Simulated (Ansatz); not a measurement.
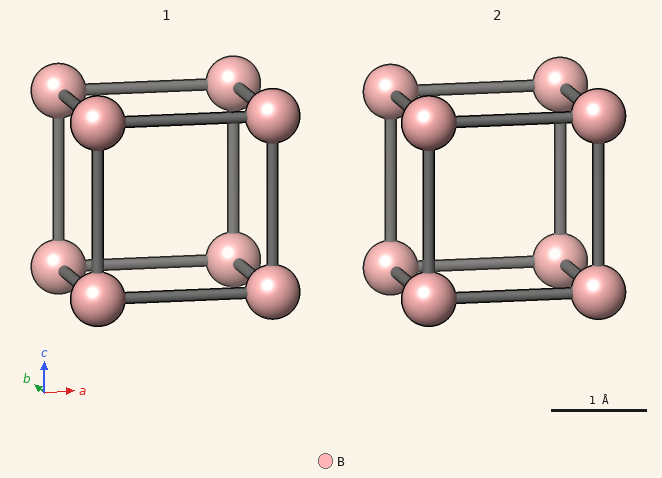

Two geometries of a crystal of B (a generated structure, set up in Pm-3m): one is the relaxed structure, the other was perturbed away from it. The picture is a ball-and-stick view of the cell of the calculation, seen slightly off an axis.

These are results of DFT, PBE, PAW with Ansatz's default frozen-core files, scalar-relativistic (Ansatz 0.2.0), not measurements. Set-up: plane-wave cutoff 420 eV; k-point mesh 18 × 18 × 18; occupations fermi dirac; smearing width 0.05 eV; no spin polarisation.

Question: Which one is perturbed?

Answer: Structure 2 is the perturbed one. The cell is strained by 0.0 % along c and −3.0 % across it (volume −5.9 %), the atoms keeping their fractional coordinates. No relaxation follows. Near-neighbour distances before and after: B–B 1.886 → 1.829 to 1.886 Å. The space group (tolerance 0.01 Å) goes from Pm-3m (No. 221) to P4/mmm (No. 123). Energy change: +21.7 meV per atom. The pressure goes from 0.0 to 16.2 GPa. The principal stresses (compression positive) are 11.2 GPa along c and 18.7 GPa across it. All forces vanish by symmetry.
